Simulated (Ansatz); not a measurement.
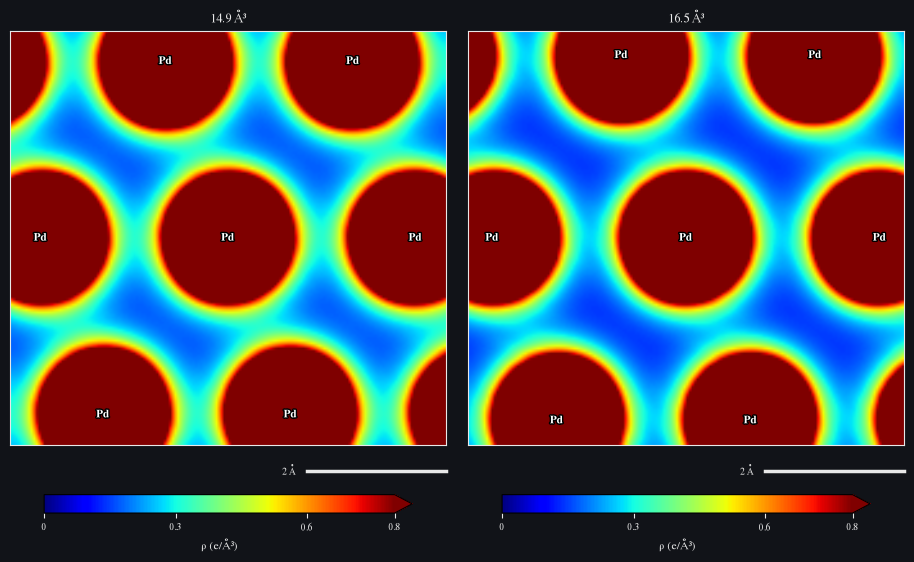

Pd. The valence electron density of cells scaled evenly to different volumes (given per atom above each panel), on the (100) plane of each (indices in the axes of the cell below), at one length scale and on one colour scale.

A structure from a database of computed crystals, not necessarily the ambient phase.

Computed with Ansatz 0.2.0, Kohn-Sham DFT of a periodic cell, r2SCAN, Ansatz PAW.

Core electrons are frozen (PAW), and the valence fields are smoothed inside the atomic spheres.

The largest cell:

```
CELL_PARAMETERS angstrom
-1.60312 1.60312 1.60312
1.60312 -1.60312 1.60312
1.60312 1.60312 -1.60312
ATOMIC_POSITIONS crystal
Pd 0.00000 0.00000 0.00000
```

| volume (Å³/atom) | Pd–Pd contact in the plane (Å) | ρ at its midpoint (e/Å³) | pressure (GPa) | 
| --- | --- | --- | --- |
| 14.93 | 2.686 | 0.319 | 1.2 | 
| 16.17 | 2.759 | ? | ? | 
| 16.48 | 2.777 | 0.271 | −12.9 | 

Q: Estimate the missing row, and compare with the calculation.

A: Over the known rows ln ρ falls by 1.79 per Å of Pd–Pd distance (the line through the two), which gives 0.280 e/Å³ at 2.759 Å; the calculation gives 0.279 e/Å³. For the pressure, a straight line in volume between the neighbouring rows gives −10.1 GPa; the calculation gives −10.8, lower because pressure rises ever faster on compression.
